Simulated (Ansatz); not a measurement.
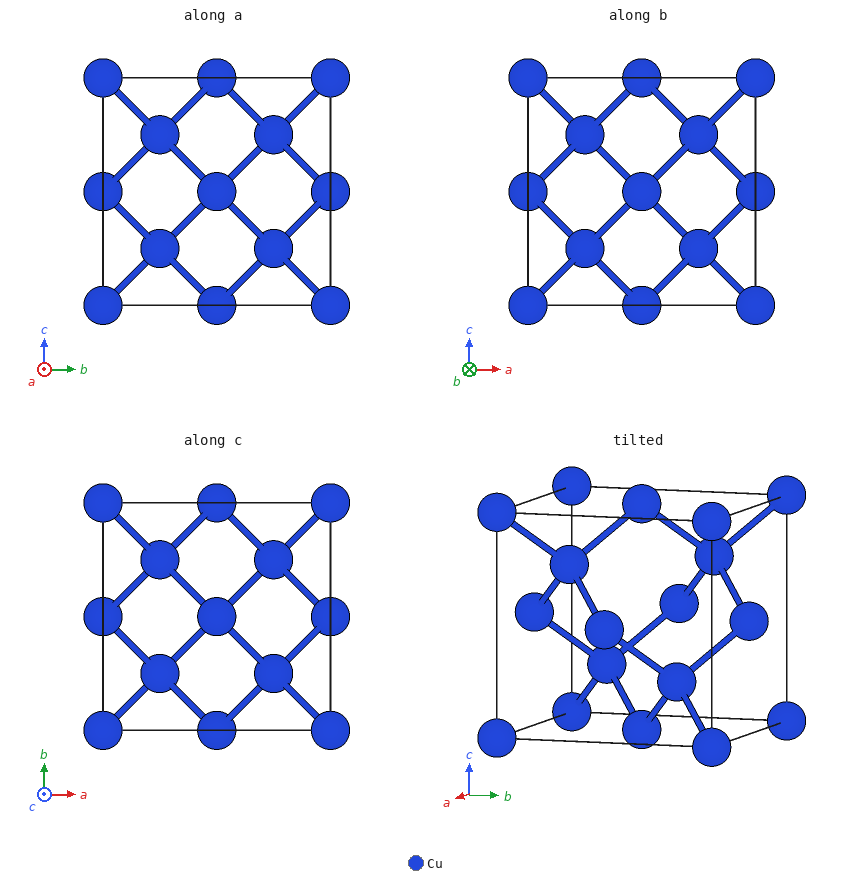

The figure gives a ball-and-stick picture of the atoms, viewed along the a axis, along the b axis, along the c axis and slightly off an axis. The conventional unit cell is drawn as a box.

Lattice parameters: a = 5.5564 Å, b = 5.5564 Å, c = 5.5564 Å, α = 90.000°, β = 90.000°, γ = 90.000°.

Write the structure as a CIF with its space group and independent sites.

```cif
data_structure
_symmetry_space_group_name_H-M 'F d -3 m :1'
_symmetry_Int_Tables_number 227
_cell_length_a 5.5564
_cell_length_b 5.5564
_cell_length_c 5.5564
_cell_angle_alpha 90.000
_cell_angle_beta 90.000
_cell_angle_gamma 90.000
_cell_volume 171.55
loop_
_atom_site_label
_atom_site_type_symbol
_atom_site_symmetry_multiplicity
_atom_site_Wyckoff_symbol
_atom_site_fract_x
_atom_site_fract_y
_atom_site_fract_z
_atom_site_occupancy
Cu1 Cu 8 a 0.2500 0.7500 0.7500 1
```

Origin of the cell: a structure type filled with this element by a generator (whether the element takes this form wasn't checked). Earlier steps of the study may have refined or changed the cell and positions. Ansatz was used for an electronic-structure calculation on it.

At this level of theory the cell isn't at rest (stretched, at -5 GPa), so its distances can differ from those at equilibrium, the more so the softer the solid.
